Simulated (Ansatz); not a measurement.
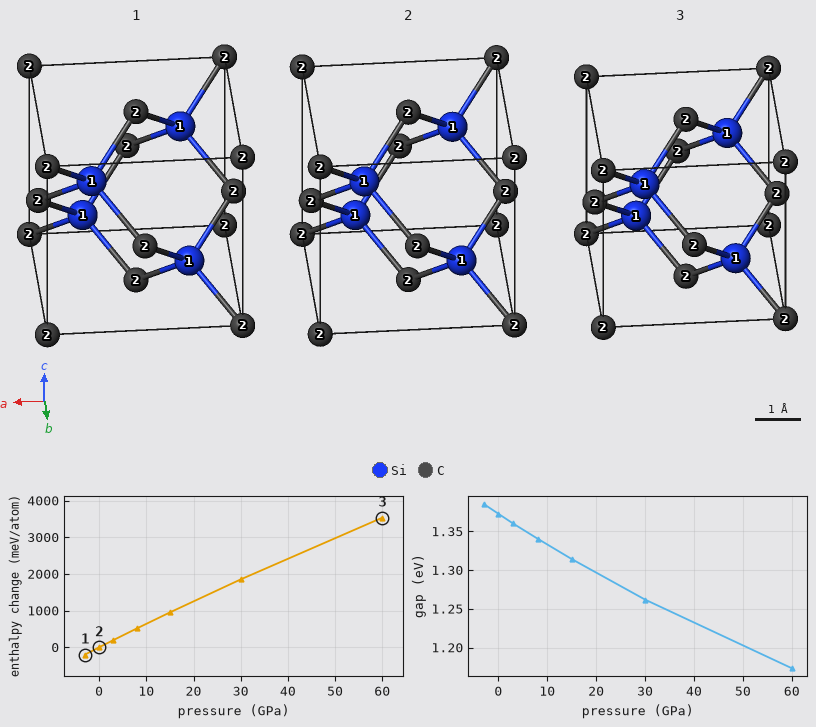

Members of a series of calculations on a crystal of SiC (set up in F-43m), marked on the first curve. Style: ball-and-stick. Shown: the conventional cell (4 times the calculation's cell), from a free direction. Lengths and directions refer to the drawn axes.

Computed with Ansatz, DFT PBE, scalar-relativistic, plane waves, PAW. (plane-wave cutoff 420 eV; occupations gaussian; smearing width 0.02 eV; no spin polarisation) The k-mesh is chosen for each cell (10×10×10, 12×12×12).

### Describe the series.

The structure is relaxed at several pressures. 1 (pressure −3.0 GPa): enthalpy change −198 meV/atom, volume 10.66 Å³ per atom, gap 1.39 eV. 2 (pressure 0.0 GPa): enthalpy change 0.0 meV/atom, volume 10.50 Å³ per atom, gap 1.37 eV. 3 (pressure 60.0 GPa): enthalpy change 3535 meV/atom, volume 8.65 Å³ per atom, gap 1.17 eV. The rest compares 1 with 3. Cell: a = b = c 4.401 → 4.105 Å (−6.7 %). Volume −18.8 %. Near-neighbour distances before and after: C–Si 1.906 → 1.778 Å.
